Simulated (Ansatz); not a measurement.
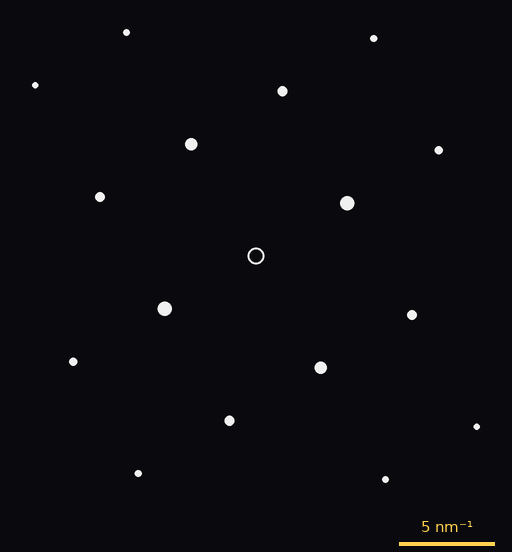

Computed electron diffraction pattern, 100 kV, single scattering only, B = 0.8 Å².

Candidate phases (model or computed cells):
A. Si, space group Fd-3m (No. 227), a = 5.445 Å
B. Si, space group Pm-3m (No. 221), a = 2.54 Å
C. Si, space group Pm-3n (No. 223), a = 4.87 Å
D. Si, space group Fm-3m (No. 225), a = 3.828 Å

Question: Which candidate gives this pattern, and along which zone?

Answer: Candidate B (Si), along [211] or an equivalent direction. The spots form a rectangular net whose two shortest vectors correspond to d = 1.80 Å and 1.47 Å, 90.0° apart. They index as 0 -1 1 and -1 1 1; no zone of the other candidates with indices up to 3 has this net.
